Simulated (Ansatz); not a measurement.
Input

```
crystal:
  lattice:
    - [4.1688380995, 0.0, 0.0]
    - [-2.0844190498, 3.6103196984, 0.0]
    - [0.0, 0.0, 6.77961741]
  atoms:
    - { symbol: Cd, position: [0.66666667, 0.33333333, 0.50022437] }
    - { symbol: Cd, position: [0.33333333, 0.66666667, 0.00022437] }
    - { symbol: S, position: [0.66666667, 0.33333333, 0.87677563] }
    - { symbol: S, position: [0.33333333, 0.66666667, 0.37677563] }
kpoints:
  mp_grid: { grid: [6, 6, 4] }
hamiltonian:
  xc: pbe
scf:
  occupations: { method: fermi_dirac, width: 0.02 }
relax:
  f_tol: 0.005
  cell: {}
output:
  write_density: true
  write_potential: true
  elf: true
  volumetric_format: npy
```

Launched as:

```sh
ansatz run input.yaml --threads 2 --pin off --max-ram 20275MiB --backend cpu --events-out ev --progress --plain --runs-dir out
```

Below, planes, directions and counts refer to the conventional cell (a = 4.20 Å, b = 4.20 Å, c = 6.83 Å, α = 90.00°, β = 90.00°, γ = 120.00°).

The fields are those of the relaxed geometry.

Space group P6₃mc; a structure from a database of computed crystals, not necessarily the ambient phase; started from the database structure prototype, which need not be the ambient phase.

All numbers below come from Ansatz 0.2.0, DFT, PBE, plane waves, PAW.

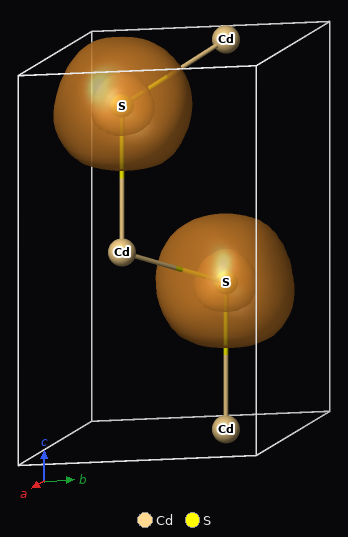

CdS. Isosurface of the ELF at 0.7 (orange), seen slightly off an axis. Only the valence region is drawn (cores and ρ < 0.01 e/Å³ removed). Sticks mark near contacts.

Question: Where are the electrons localised?

Answer: The surface consists of two regions wrapped around S (the valence shell of each), counted in one cell of 4 atoms. Any copies at cell faces, edges or corners count once.

Values along the shortest contacts:
Cd–S (2.57 Å): the ELF peaks at about 0.90 in the valence shell of S, 0.8 Å from its nucleus, and is about 0.35 at the midpoint.

Question: Does the calculation give a band gap?

Answer: It is gapped, with a Kohn–Sham gap of 1.1 eV on the k-point mesh, an upper bound to the gap of this method.
